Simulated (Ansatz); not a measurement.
## Si$_{3}$N$_{4}$: geometry relaxation (part 1 of 2)

- system: Si$_{3}$N$_{4}$ (P6₃/m, 14 atoms in the cell)
- method: DFT PBE, scalar-relativistic, plane waves, PAW, no spin polarisation (Ansatz 0.2.0)

The structure derives from an entry of the Crystallography Open Database. It belongs to a series of runs on one base structure; here: cell and atoms relaxed tightly for response. Figures and captions count atoms from 1; the log counts them from 0 in places.

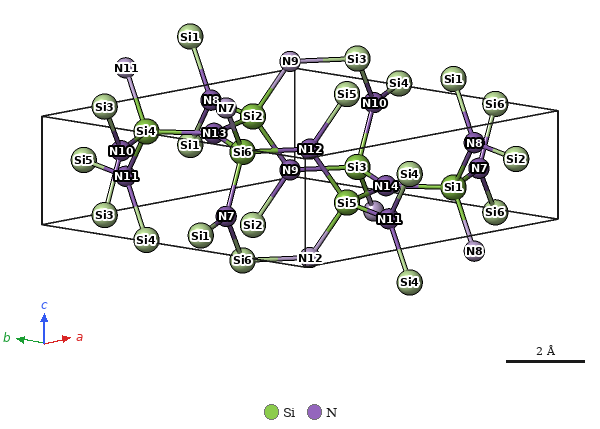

Figure 1. The input geometry (ball-and-stick view of the cell of the calculation, seen at an oblique angle; neighbours outside the cell are drawn fainter; atoms are numbered from 1 in the order of the input). An atom can appear more than once, as a periodic image.

Input:
```yaml
crystal:
  lattice:
    - [7.6633611621, 0.0, 0.0]
    - [-3.8316805811, 6.6366654448, 0.0]
    - [0.0, 0.0, 2.9265146757]
  atoms:
    - { symbol: Si, position: [0.7689007802, 0.1750014829, 0.3256264174] }
    - { symbol: Si, position: [0.5938992973, 0.7689007802, 0.8256264174] }
    - { symbol: Si, position: [0.8249985171, 0.5938992973, 0.3256264174] }
    - { symbol: Si, position: [0.2310992198, 0.8249985171, 0.8256264174] }
    - { symbol: Si, position: [0.4061007027, 0.2310992198, 0.3256264174] }
    - { symbol: Si, position: [0.1750014829, 0.4061007027, 0.8256264174] }
    - { symbol: "N", position: [0.0308409044, 0.3299973381, 0.325637713] }
    - { symbol: "N", position: [0.7008435663, 0.0308409044, 0.825637713] }
    - { symbol: "N", position: [0.6700026619, 0.7008435663, 0.325637713] }
    - { symbol: "N", position: [0.9691590956, 0.6700026619, 0.825637713] }
    - { symbol: "N", position: [0.2991564337, 0.9691590956, 0.325637713] }
    - { symbol: "N", position: [0.3299973381, 0.2991564337, 0.825637713] }
    - { symbol: "N", position: [0.3333333333, 0.6666666667, -0.1743923911] }
    - { symbol: "N", position: [0.6666666667, 0.3333333333, 0.3256076089] }
basis:
  ecutwfc: 420
kpoints:
  mp_grid: { grid: [6, 6, 8] }
hamiltonian:
  xc: pbe
scf:
  occupations: { method: fixed }
output:
  forces: true
  stress: true
  eigenvalues: true
relax:
  adjacent_minimum: "off"
  f_tol: 0.001
  max_steps: 60
  cell: { stress_tol: 0.01 }
```

Launch command:
```bash
ansatz run input.yaml --threads 4 --pin off --max-ram 12288MiB --backend cpu --events-out ev --progress --plain --runs-dir out
```

Log:
```
Warning: at least one further symmetry operation maps every atom of the structure, as the run holds it, onto an atom to within 4.19e-5 (fractional), and is not used: no operation is sought that the atoms, as the run holds them, miss by more than 2.00e-5, twice crystal.symmetry.tolerance (1.0e-5). The run uses 6 unitary operations. The run imposes no operation that its atoms and lattice do not hold. Figures that only the operations left out would make equal are not made equal, and some can differ by far more than the structure misses those operations by: interpolated phonon frequencies and what the tetrahedron methods give by atom among them (crystal.symmetry.tolerance lists what is known). If the more symmetric structure is meant (of a frozen-density pass: in the run whose state it reads), write the positions to more decimals or symmetrise them. If the atoms are displaced on purpose, the operation is rightly left out
Engine: ansatz 0.2.0, x86_64-unknown-linux-gnu
Pseudopotentials: kind: paw
Pseudopotential: Si, paw, valence charge 4, recommended cutoff 420 eV (normal), Si.paw.azcp
Pseudopotential: N, paw, valence charge 5, recommended cutoff 420 eV (normal), N.paw.azcp
Functional definition: PBE
  parameter kappa = 0.804
  parameter beta = 0.06672455060314922
  exchange = pbe_x(kappa = kappa, mu = beta*pi^2/3)
  correlation = pbe_c(beta = beta)
Crystal: 14 atoms, lattice volume = 148.840 Å³
Basis set: ecut = 420 eV, 2907 PW (Γ), exchange–correlation on 108×108×40 points (8 copies of the dense FFT grid, shifted against one another)
Bands: 46, of which v1, the nominal top of the filled ones, is band 32 counted from 1 (31 counted from 0)
Symmetry: 6 space group operations
Space group: P63 (ITA 173), of the structure as read, at distance tolerance 5.3e-5 Å
k-points: 40 of 288 (time reversal used)
Non-local potential: Si, projectors of the file, l = 0: 2, l = 1: 2, l = 2: 2
Non-local potential: N, projectors of the file, l = 0: 2, l = 1: 2, l = 2: 1
PAW form: soft (Blöchl's): semilocal exchange-correlation on the pseudo side does not see the compensation charge
PAW one-centre angular grid: Si, 110 points (default); XC on 64 Gauss nodes
PAW one-centre angular grid: N, 110 points (default); XC on 64 Gauss nodes
Initial density: superposition of atomic densities (neutral atoms: chi_scale 0, normalization atom), corrected by the library's trained network
Initial wavefunctions: pseudopotential atomic-orbital guess
Functional: x = pbe(κ = 0.804, μ = 0.2195149727645171), c = pbe(β = 0.06672455060314922)
SCF iter   1: F=—  HF=-6901.806558 eV  |F-HF|=—  |Δ(HF+E_count)|=         —  Δρ=1.51e-3  dr2=1.06e-3  ethr=1.77e-3  ⟨swp⟩=5.0  Hψ=7577  notcnv=0  defer=452
preconditioner: auto → Resta (q_TF=auto, 2.370 Å⁻¹)  ε∞=3.9  [insulator: Δε(μ)=4.272 eV  Ē_g=14.179 eV  n_scr=32 (ndim 8)  ℏωp=24.3 eV  f_vac=0.036  ε∞_Penn≈3.9]
SCF iter   2: F=—  HF=-6901.808777 eV  |F-HF|=—  |Δ(HF+E_count)|=   2.22e-3  Δρ=8.33e-4  dr2=3.60e-4  ethr=1.66e-6  ⟨swp⟩=2.9  Hψ=4027  notcnv=0  defer=475
SCF iter   3: F=—  HF=-6901.809625 eV  |F-HF|=—  |Δ(HF+E_count)|=   8.48e-4  Δρ=1.63e-4  dr2=2.73e-5  ethr=5.63e-7  ⟨swp⟩=2.0  Hψ=2884  notcnv=0  defer=475
SCF iter   4: F=—  HF=-6901.809545 eV  |F-HF|=—  |Δ(HF+E_count)|=   8.03e-5  Δρ=5.08e-5  dr2=3.67e-6  ethr=4.27e-8  ⟨swp⟩=2.0  Hψ=2533  notcnv=0  defer=427
SCF iter   5: F=—  HF=-6901.809547 eV  |F-HF|=—  |Δ(HF+E_count)|=   2.28e-6  Δρ=2.24e-5  dr2=9.14e-7  ethr=5.74e-9  ⟨swp⟩=2.5  Hψ=2929  notcnv=0  defer=426
SCF iter   6: F=-6901.809548 eV  HF=-6901.809548 eV  |F-HF|=8.51e-8  |Δ(HF+E_count)|=   8.54e-7  Δρ=6.75e-6  dr2=9.23e-8  ethr=1.56e-10  ⟨swp⟩=15.2  Hψ=12553  notcnv=0
SCF 1 converged in 6 iterations: F = -6901.809548 eV  dr2 = 9.23e-8
  greatest PAW one-centre occupation: 0.790 electrons in one spin orbital (limit 2), on the N atom at site 12 (counted from 0), in its partial waves of l = 0
relax step   1: F+E_penalty+E_count = -6901.80954804 eV  Δ(F+E_penalty+E_count) = +0.000e0 eV  max|allowed force component| = 2.310e-3 eV/Å  Δτ_max = 0.0000 Å  P = +0.012 GPa  Ω = 148.840 Å³  (6 SCF iters, dr2 threshold 1.00e-7 eV, accepted)
Crystal: 14 atoms, lattice volume = 148.844 Å³
Initial density: handed on by an earlier stage of this run
Initial wavefunctions: those handed on with the density
iter 1 solved again at ethr=3.52e-10 eV; its pass at ethr=3.10e-3 eV (dr2=2.25e-7 eV) is discarded
SCF iter   1: F=—  HF=-6901.809624 eV  |F-HF|=—  |Δ(HF+E_count)|=         —  Δρ=1.18e-5  dr2=2.30e-7  ethr=3.52e-10  ⟨swp⟩=2.2  Hψ=6124  notcnv=0
preconditioner: auto → Resta (q_TF=auto, 2.370 Å⁻¹)  ε∞=4.0  [insulator: Δε(μ)=4.273 eV  Ē_g=14.157 eV  n_scr=32 (ndim 8)  ℏωp=24.3 eV  f_vac=0.037  ε∞_Penn≈4.0]
SCF iter   2: F=—  HF=-6901.809538 eV  |F-HF|=—  |Δ(HF+E_count)|=   8.67e-5  Δρ=4.69e-6  dr2=4.82e-8  ethr=3.52e-10  ⟨swp⟩=2.0  Hψ=2808  notcnv=0
SCF iter   3: F=—  HF=-6901.809538 eV  |F-HF|=—  |Δ(HF+E_count)|=   4.00e-8  Δρ=1.97e-6  dr2=1.13e-8  ethr=7.54e-11  ⟨swp⟩=2.0  Hψ=2317  notcnv=0
SCF iter   4: F=—  HF=-6901.809538 eV  |F-HF|=—  |Δ(HF+E_count)|=   2.22e-8  Δρ=7.08e-7  dr2=1.32e-9  ethr=1.76e-11  ⟨swp⟩=2.0  Hψ=2557  notcnv=0
SCF iter   5: F=—  HF=-6901.809538 eV  |F-HF|=—  |Δ(HF+E_count)|=   2.48e-9  Δρ=5.49e-7  dr2=4.53e-10  ethr=1.00e-12  ⟨swp⟩=7.5  Hψ=9054  notcnv=0
SCF iter   6: F=-6901.809538 eV  HF=-6901.809538 eV  |F-HF|=5.46e-12  |Δ(HF+E_count)|=  8.55e-11  Δρ=9.67e-8  dr2=1.62e-11  ethr=1.00e-12  ⟨swp⟩=4.9  Hψ=5943  notcnv=0
SCF 2 converged in 6 iterations: F = -6901.809538 eV  dr2 = 1.62e-11
  greatest PAW one-centre occupation: 0.790 electrons in one spin orbital (limit 2), on the N atom at site 13 (counted from 0), in its partial waves of l = 0
relax step   2: F+E_penalty+E_count = -6901.80953776 eV  Δ(F+E_penalty+E_count) = +1.028e-5 eV  max|allowed force component| = 1.693e-3 eV/Å  Δτ_max = 0.0000 Å  P = +0.006 GPa  Ω = 148.844 Å³  energy of the carried Pulay correction = -1.106e-5 eV  (6 SCF iters, dr2 threshold 4.10e-10 eV, accepted)
Crystal: 14 atoms, lattice volume = 148.848 Å³
iter 1 solved again at ethr=4.25e-10 eV; its pass at ethr=3.10e-3 eV (dr2=2.72e-7 eV) is discarded
SCF iter   1: F=—  HF=-6901.809613 eV  |F-HF|=—  |Δ(HF+E_count)|=         —  Δρ=1.55e-5  dr2=3.27e-7  ethr=4.25e-10  ⟨swp⟩=2.0  Hψ=6280  notcnv=0
SCF iter   2: F=—  HF=-6901.809526 eV  |F-HF|=—  |Δ(HF+E_count)|=   8.69e-5  Δρ=6.97e-6  dr2=6.60e-8  ethr=4.25e-10  ⟨swp⟩=2.0  Hψ=2808  notcnv=0
SCF iter   3: F=—  HF=-6901.809526 eV  |F-HF|=—  |Δ(HF+E_count)|=   2.17e-8  Δρ=2.30e-6  dr2=6.89e-9  ethr=1.03e-10  ⟨swp⟩=2.5  Hψ=2708  notcnv=0
SCF iter   4: F=—  HF=-6901.809526 eV  |F-HF|=—  |Δ(HF+E_count)|=   1.51e-9  Δρ=5.53e-7  dr2=3.79e-10  ethr=1.08e-11  ⟨swp⟩=2.0  Hψ=2524  notcnv=0
SCF iter   5: F=-6901.809526 eV  HF=-6901.809526 eV  |F-HF|=1.55e-11  |Δ(HF+E_count)|=  2.91e-11  Δρ=2.32e-7  dr2=6.31e-11  ethr=1.00e-12  ⟨swp⟩=7.7  Hψ=8580  notcnv=0
SCF 3 converged in 5 iterations: F = -6901.809526 eV  dr2 = 6.31e-11
relax step   3: F+E_penalty+E_count = -6901.80952631 eV  Δ(F+E_penalty+E_count) = +1.146e-5 eV  max|allowed force component| = 3.634e-4 eV/Å  Δτ_max = 0.0000 Å  P = -0.001 GPa  Ω = 148.848 Å³  energy of the carried Pulay correction = -2.295e-5 eV  (5 SCF iters, dr2 threshold 1.79e-10 eV, accepted)
Initial wavefunctions: pseudopotential atomic-orbital guess (no wavefunctions were taken with the density)
iter 1 solved again at ethr=6.59e-8 eV; its pass at ethr=3.10e-3 eV (dr2=4.22e-5 eV) is discarded
SCF iter   1: F=—  HF=-6901.809611 eV  |F-HF|=—  |Δ(HF+E_count)|=         —  Δρ=3.79e-6  dr2=7.53e-9  ethr=6.59e-8  ⟨swp⟩=4.0  Hψ=12672  notcnv=0  defer=475
eigensolver tolerance schedule: the retry pair's looser diagonalisation over-reported the residual by 5602.76 of it (diagonalisation noise at 0.14 of the residual, at the tolerance the schedule requests for it); recorded, not acted on — ethr = c·dr2/N_el stays at c = 1.0e-1
preconditioner: auto → Resta (q_TF=auto, 2.370 Å⁻¹)  ε∞=3.9  [insulator: Δε(μ)=4.273 eV  Ē_g=14.179 eV  n_scr=32 (ndim 8)  ℏωp=24.3 eV  f_vac=0.037  ε∞_Penn≈3.9]
SCF iter   2: F=—  HF=-6901.809526 eV  |F-HF|=—  |Δ(HF+E_count)|=   8.45e-5  Δρ=1.81e-6  dr2=1.93e-9  ethr=1.18e-11  ⟨swp⟩=3.8  Hψ=4550  notcnv=0  defer=462
SCF iter   3: F=—  HF=-6901.809526 eV  |F-HF|=—  |Δ(HF+E_count)|=  4.91e-10  Δρ=1.17e-6  dr2=7.03e-10  ethr=3.02e-12  ⟨swp⟩=2.1  Hψ=2128  notcnv=0  defer=462
SCF iter   4: F=—  HF=-6901.809526 eV  |F-HF|=—  |Δ(HF+E_count)|=  2.91e-10  Δρ=8.04e-7  dr2=3.31e-10  ethr=1.10e-12  ⟨swp⟩=1.0  Hψ=1526  notcnv=0  defer=462
SCF iter   5: F=-6901.809526 eV  HF=-6901.809526 eV  |F-HF|=2.73e-12  |Δ(HF+E_count)|=  2.85e-10  Δρ=6.47e-8  dr2=2.45e-12  ethr=1.00e-12  ⟨swp⟩=16.6  Hψ=14289  notcnv=0
SCF 4 converged in 5 iterations: F = -6901.809526 eV  dr2 = 2.45e-12
relax step   4: F+E_penalty+E_count = -6901.80952631 eV  Δ(F+E_penalty+E_count) = -1.364e-11 eV  max|allowed force component| = 3.644e-4 eV/Å  Δτ_max = 0.0000 Å  P = -0.001 GPa  Ω = 148.848 Å³  stress off target by 8.34e-3 GPa  SCF on the basis re-selected at this cell (its energy is not comparable with the rows above)  (5 SCF iters)
```

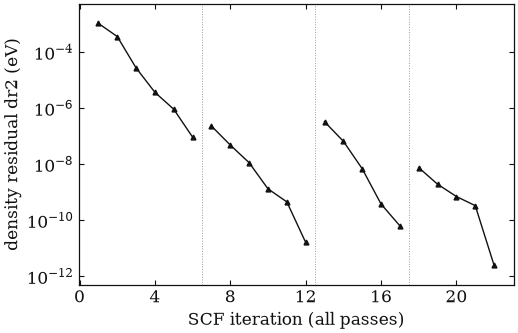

Figure 2. Convergence of the self-consistent field: density residual dr2 against the SCF iteration. The dotted lines part the SCF passes of the relaxation: geometry steps, rejected trials and re-solves on a re-selected basis. The passes take 6, 6, 5 and 5 iterations.

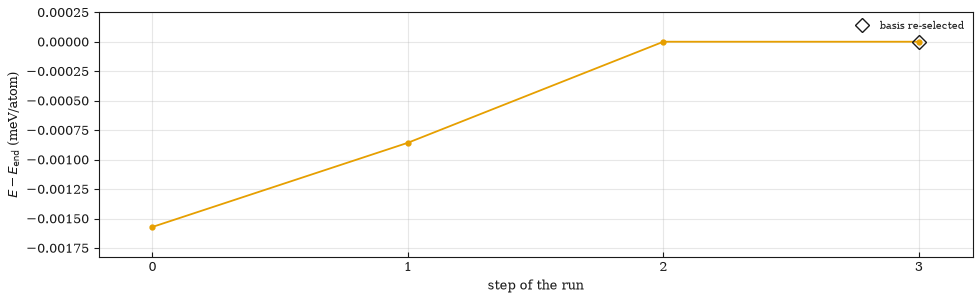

Figure 3. Progress of the relaxation, step by step (the first geometry is step 0 here and step 1 in the log). The atoms keep their places (all moves are under 0.005 Å). The cell stays as it was. The space group stays P6_3/m (No. 176). The energy rises by next to nothing (0.0 meV per atom) in 2 geometry steps. Largest force component: 0.0023 eV/Å at the start, 0.00036 eV/Å at the end. Pressure: 0.01 GPa at the start and 0.00 GPa at the end. A last SCF at the same geometry on a re-selected plane-wave basis shifts the energy by next to nothing (0.0 meV per atom). (Atoms are counted from 1 in the order of the input.)

```
basis re-selected at this cell: Δ(F+E_penalty+E_count) = -1.364e-11 eV, ΔP = +0.000 GPa vs the last step (what re-selecting the basis moved, of the pressure what is left beyond the Pulay correction that the steps carried, after the strain that the cell walked since its last selection, with what the two solves' SCF thresholds leave and, on support functions, any second-order correction that the steps lacked; it is no measure of the basis error at this ecutwfc). This SCF's stress stands 8.34e-3 GPa from its target on what of the cell is left free (relax.cell.stress_tol is 1.00e-2 GPa) and its largest allowed force component is 3.64e-4 eV/Å (relax.f_tol is 1.00e-3 eV/Å): within both
SCF converged after 5 iterations
Free energy (F): -6901.809526 eV
Harris-Foulkes:  -6901.809526 eV  (|F-HF|=2.73e-12)
Internal energy: -6901.809526 eV  (E = F + TS)
E sigma→0 (E₀):  -6901.809526 eV
Fermi energy:    8.010035 eV
--- Per-component energies (eV) ---
  E_band       = 50.670699
  E_kinetic    = 1346.409879
  E_local      = -2166.749076  (includes V_loc(G=0)·N_el)
  E_nonlocal   = 508.092916
  E_hartree    = 723.194877
  E_xc         = -825.420001
  E_vxc        = -910.060619  (∫ρ·V_xc dr)
  E_paw        = -4099.823402  (= ΣΔE_a)
  E_vpaw       = -173.412978  (= ΣTr[D̂ρ^β])
  E_aug_tail   = 0.000832  (compensation charges beyond the density's cutoff)
  E_ewald      = -2387.515551
  E_smearing   = -0.000000  (= −TS)
  E_closure    = -0.000000  (closes the sum)
  Σ components = -6901.809526   (vs F -6901.809526, Δ=0.00e0)
```
